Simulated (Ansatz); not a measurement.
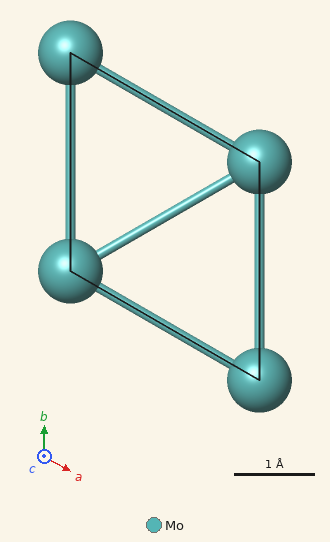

**Figure 1.** The structure as given in the input (ball-and-stick view of the cell of the calculation, along the c axis; atoms are numbered from 1 in the order of the input). An atom can appear more than once, as a periodic image. Near neighbours in the periodic cell (some may lie outside the picture): Mo has 8 Mo at 2.56 to 2.74 Å.

# Single-point calculation of Mo

Mo (P6/mmm, 1 atom in the cell), computed with DFT r2SCAN, scalar-relativistic, plane waves, PAW, no spin polarisation (Ansatz 0.2.0).

The structure derives from a Materials Project entry. Figures and captions count atoms from 1; the log counts them from 0 in places.

### The input
```yaml
crystal:
  lattice:
    - [2.7355103972, 0.0, 0.0]
    - [-1.3677551986, 2.3690214963, 0.0]
    - [0.0, 0.0, 2.5551807]
  atoms:
    - { symbol: Mo, position: [0.0, 0.0, 0.5] }
basis:
  ecutwfc: 500
kpoints:
  mp_grid: { grid: [24, 24, 20] }
hamiltonian:
  xc: r2scan
scf:
  occupations: { method: gaussian, width: 0.15 }
output:
  forces: true
  stress: true
  eigenvalues: true
  write_density: true
  write_potential: true
  elf: true
  volumetric_format: npy
```

Run as:
```bash
ansatz run input.yaml --threads 1 --pin off --max-ram 2560MiB --backend cpu --events-out ev --progress --plain --runs-dir out
```

### The program's output
```
Engine: ansatz 0.2.0, x86_64-unknown-linux-gnu
Pseudopotentials: kind: paw
Pseudopotential: Mo, paw, valence charge 14, recommended cutoff 500 eV (meta_gga), Mo.paw.azcp
Functional definition: r2SCAN
  parameter k0 = 0.174
  parameter k1 = 0.065
  parameter a1 = 4.9479
  exchange = r2scan_x(k0 = k0, k1 = k1, a1 = a1)
  correlation = r2scan_c
Crystal: 1 atoms, lattice volume = 16.559 Å³
Basis set: ecut = 500 eV, 405 PW (Γ), exchange–correlation on 80×80×80 points (64 copies of the dense FFT grid, shifted against one another)
Bands: 11, of which v1, the nominal top of the filled ones, is band 7 counted from 1 (6 counted from 0)
Symmetry: 24 space group operations
Space group: P6/mmm (ITA 191), of the structure as read, at distance tolerance 2.5e-5 Å
k-points: 671 of 11520
Non-local potential: Mo, projectors of the file, l = 0: 3, l = 1: 2, l = 2: 2, l = 3: 1
PAW form: soft (Blöchl's): semilocal exchange-correlation on the pseudo side does not see the compensation charge
PAW frozen core: Mo, regenerated for the run's functional (the file was generated under x = pbe(κ = 0.804, μ = 0.2195149727645171), c = pbe(β = 0.06672455060314922))
PAW one-centre angular grid: Mo, 590 points (default); XC on 160 Gauss nodes
Initial density: superposition of atomic densities (neutral atoms: chi_scale 0, normalization atom), corrected by the library's trained network
Initial wavefunctions: pseudopotential atomic-orbital guess
Functional: x = r2scan, c = r2scan; τ floored in thin density (d = 2e-4 eV/Å³)
SCF iter   1: F=—  HF=-4966.661268 eV  |F-HF|=—  |Δ(HF+E_count)|=         —  Δρ=1.23e-2  dr2=1.45e-2  dr2_τ=1.54e-2  ethr=1.77e-3  ⟨swp⟩=5.0  Hψ=45018  notcnv=0
preconditioner: auto → none  [metal: Δε(μ)=0.005 eV  Ē_g=8.074 eV  σ=0.150 eV  W_gap=0.02  n_scr=8 (ndim 8)  ℏωp=22.4 eV  f_vac=0.000  D(μ)=0.97/eV (n_scr^D=8)  sad-step TF]
SCF iter   2: F=—  HF=-4966.661940 eV  |F-HF|=—  |Δ(HF+E_count)|=   6.72e-4  Δρ=6.71e-3  dr2=3.77e-3  dr2_τ=1.87e-4  ethr=1.04e-4  ⟨swp⟩=1.4  Hψ=13817  notcnv=0
SCF iter   3: F=—  HF=-4966.661879 eV  |F-HF|=—  |Δ(HF+E_count)|=   6.05e-5  Δρ=6.11e-4  dr2=2.78e-5  dr2_τ=2.55e-6  ethr=2.70e-5  ⟨swp⟩=2.9  Hψ=11952  notcnv=0
SCF iter   4: F=—  HF=-4966.661906 eV  |F-HF|=—  |Δ(HF+E_count)|=   2.69e-5  Δρ=1.71e-4  dr2=4.07e-6  dr2_τ=1.12e-6  ethr=1.99e-7  ⟨swp⟩=2.0  Hψ=11953  notcnv=0
SCF iter   5: F=—  HF=-4966.661905 eV  |F-HF|=—  |Δ(HF+E_count)|=   1.06e-6  Δρ=4.52e-5  dr2=1.46e-7  dr2_τ=3.69e-8  ethr=2.90e-8  ⟨swp⟩=2.6  Hψ=11374  notcnv=0
SCF iter   6: F=-4966.661905 eV  HF=-4966.661905 eV  |F-HF|=1.96e-8  |Δ(HF+E_count)|=   1.09e-7  Δρ=1.73e-5  dr2=1.48e-8  dr2_τ=2.69e-9  ethr=7.14e-10  ⟨swp⟩=8.4  Hψ=45572  notcnv=0
SCF 1 converged in 6 iterations: F = -4966.661905 eV  dr2 = 1.48e-8
  greatest PAW one-centre occupation: 0.997 electrons in one spin orbital (limit 2), on the Mo atom at site 0 (counted from 0), in its partial waves of l = 0
SCF converged after 6 iterations
Free energy (F): -4966.661905 eV
Harris-Foulkes:  -4966.661905 eV  (|F-HF|=1.96e-8)
Internal energy: -4966.650615 eV  (E = F + TS)
E sigma→0 (E₀):  -4966.656260 eV
Entropy (-TS):   -0.011291 eV (-11.291 meV/atom)
Fermi energy:    19.627289 eV
--- Per-component energies (eV) ---
  E_band       = -84.402645
  E_kinetic    = 440.994633
  E_local      = -858.334889  (includes V_loc(G=0)·N_el)
  E_nonlocal   = 144.193457
  E_hartree    = 286.455334
  E_xc         = -178.055383
  E_vxc        = -255.756459  (∫ρ·V_xc dr)
  E_paw        = -3217.871900  (= ΣΔE_a)
  E_vpaw       = -145.467721  (= ΣTr[D̂ρ^β])
  E_aug_tail   = 0.000003  (compensation charges beyond the density's cutoff)
  E_vtau       = 17.058546  (kinetic-family band-sum trace: ∫τ·v_τ [+ j·A + Jᵃ·Aᵃ] dr)
  E_ewald      = -1583.810666
  E_core_change = -0.221204  (= ΣΔE_core)
  E_smearing   = -0.011291  (= −TS)
  E_closure    = 0.000000  (closes the sum)
  Σ components = -4966.661905   (vs F -4966.661905, Δ=0.00e0)
--- Forces (eV/Å), atoms counted from 1 ---
  atom   1  Mo     0.00000000     0.00000000     0.00000000
  max |Σ_I F_I| component: 6.57e-32 eV/Å
--- Stress (GPa, compression-positive) ---
        2.553733       0.000000      -0.000000
       -0.000000       2.553733       0.000000
       -0.000000       0.000000      -3.849133
  P = ⅓ Tr σ = 0.4194 GPa (4.194 kbar)
--- Band table (eV; the first three rows and the last of 671) ---
  k-point 0: bands = ["-43.4330", "-15.9147", "-15.9147", "-15.8504", "12.4285", "14.9096", "18.6500", "18.6500", "23.9618", "23.9618", "33.0007"]
  k-point 1: bands = ["-43.4267", "-15.9107", "-15.9107", "-15.8989", "12.5094", "15.0109", "18.6688", "18.6688", "23.8514", "23.8514", "33.0516"]
  k-point 2: bands = ["-43.4086", "-16.0385", "-15.8991", "-15.8991", "12.7374", "15.3166", "18.7239", "18.7239", "23.5432", "23.5432", "33.2031"]
  k-point 670: bands = ["-42.9074", "-17.3514", "-16.7149", "-16.7149", "15.6827", "15.6827", "19.4650", "19.4650", "24.8974", "30.9145", "35.0770"]
```

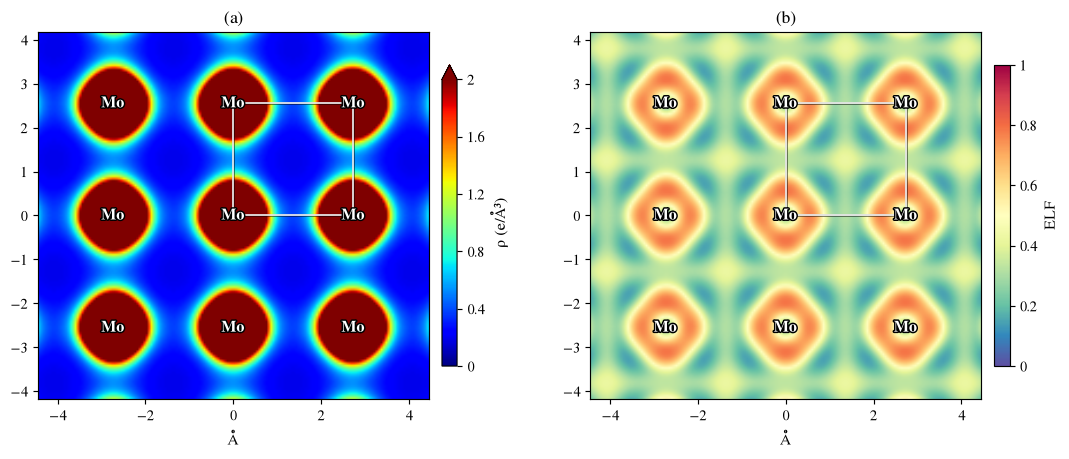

**Figure 2.** (a) valence pseudo-density; (b) ELF on the (100) plane of the conventional cell. The section cuts through Mo sites. Mo–Mo (2.56 Å): the density is about 0.53 e/Å³ at the midpoint; the ELF is about 0.35 at the midpoint (nearly free electrons, as in a simple metal). Mo–Mo (2.74 Å): the density is about 0.38 e/Å³ at the midpoint; the ELF is about 0.30 at the midpoint (no localised pair between them). Away from the nuclei the density in this plane falls to 0.19 e/Å³ at its lowest. The strong features right at Mo lie inside the PAW spheres (semicore, d or f shells) and say nothing about bonding. The fields are those of the smooth PAW valence density.

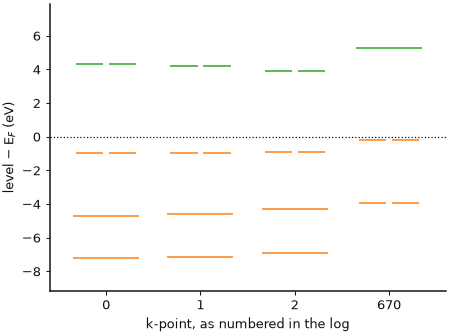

**Figure 3.** Kohn–Sham levels near the Fermi level (dotted) at the few k-points that the log prints; levels within 0.02 eV of each other stand side by side. The system is metallic on the full mesh.

### Results in brief

| quantity | value |
| --- | --- |
| outcome | converged |
| space group (tolerance 0.01 Å) | P6/mmm (191) |
| electrons treated | 14 |
| free energy | −4966.6619 eV |
| Fermi energy | 19.627 eV |
| gap on the k-point mesh | none (metallic) |
| pressure | 0.42 GPa |
| largest force (length of the vector) | under 0.001 eV/Å |
| hardware | 1 thread of Intel Xeon @ 2.50GHz (Skylake/Cascade Lake), 189 GiB of memory available, shared host |
| wall time | 30 s |
| peak memory | 0.46 GiB |
